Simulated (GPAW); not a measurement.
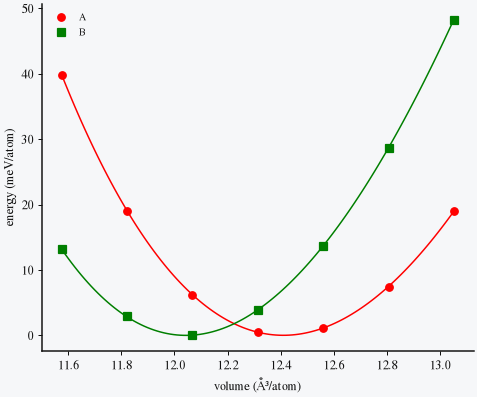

The figure compares two calculations of the energy against volume, each curve from its own zero. The first is for FeSi₂, space group P4/mmm (No. 123).

The cell holds 3 atoms.

Method: PAW DFT in plane waves, on a grid or in atomic orbitals, collinear spins; energies at scaled volumes of the given cell, shape and fractions fixed, counted from the fit's minimum, third-order Birch-Murnaghan fit (GPAW 26.7.0). Level: LDA, collinear spin.

- k mesh: 8×8×4
- occupations: Fermi–Dirac
- smearing width: 0.05 eV
- potentials: GPAW PAW data sets (gpaw data 1.2.1)
- wave cutoff: 600 eV
- program settings: basis pw

In the second, the level changes from LDA to r2SCAN.

Which of A and B is the second calculation, and what did the change do?

A. The equilibrium volume rises from 12.04 to 12.41 Å³/atom (+3.1 %) and the bulk modulus falls from 215 to 200 GPa (−7.0 %).

For LDA, limits of the calculation: shape and atomic fractions are frozen while scaling, which makes layered, chain and framework solids too stiff.

For r2SCAN, limits of the calculation: shape and atomic fractions are frozen while scaling, which makes layered, chain and framework solids too stiff.

V0 and the bulk modulus come from third-order Birch–Murnaghan fits.
